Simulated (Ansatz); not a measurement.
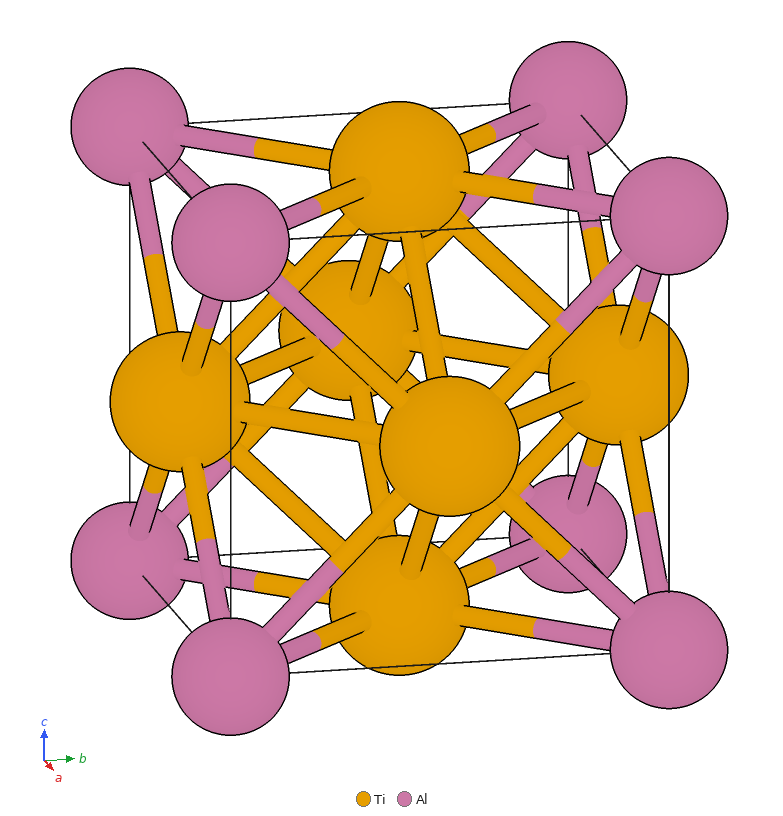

Ball-and-stick representation of a periodic structure, projected slightly off an axis. Thin lines show the conventional unit cell, with boundary atoms drawn in all their periodic places. Cell: a = 4.05 Å, b = 4.05 Å, c = 4.05 Å, α = 90.00°, β = 90.00°, γ = 90.00°.

The model was built from a random cell made by a generator, so it need not be a real form of the compound. Earlier steps of the study may have refined or changed the cell and positions. It was run through Ansatz as a DFT input.

Question: Summary of the structure:

Answer: The structure is one of Ti3Al. Space group: Pm-3m (No. 221). Lattice: primitive cubic. The arrangement is known as Cu₃Au (L1₂) type. There are 4 atoms in the cell: 3 Ti, 1 Al. Ti is coordinated by eight Ti and four Al in a cuboctahedral arrangement (about 2.9 Å to Ti, 2.9 Å to Al). Each Al has twelve Ti in a cuboctahedral arrangement at about 2.9 Å. The bonds build a three-dimensional framework.

The numbers come from DFT r2SCAN, scalar-relativistic, plane waves, PAW (Ansatz 0.2.0), using a kinetic-energy cutoff of 500 eV, a 12×12×12 grid in reciprocal space, Gaussian smearing of 0.1 eV, no spin polarisation.

Question: Does it come out as a metal, or with a gap?

Answer: A metal: bands cross the Fermi level.

Question: Predict the Bader charges.

Answer: Ti +0.45 e; Al -1.36 e.

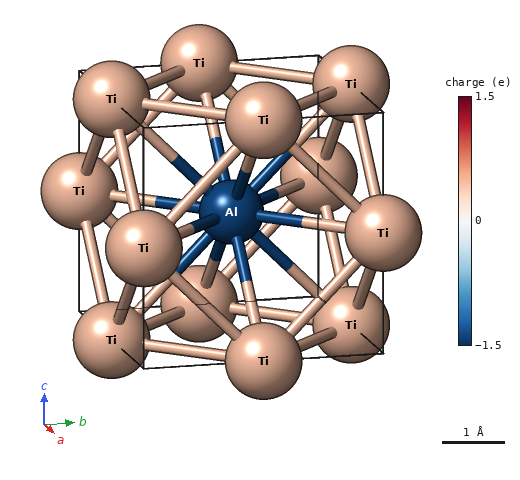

The atoms coloured by those charges. The run's cell of 4 atoms is drawn, so axes and origin can differ from the first picture.

Question: Does this geometry sit at a stationary point of the energy?

Answer: No. All forces vanish to within 0.01 eV/Å. The pressure is -0.9 GPa, so the cell would contract.
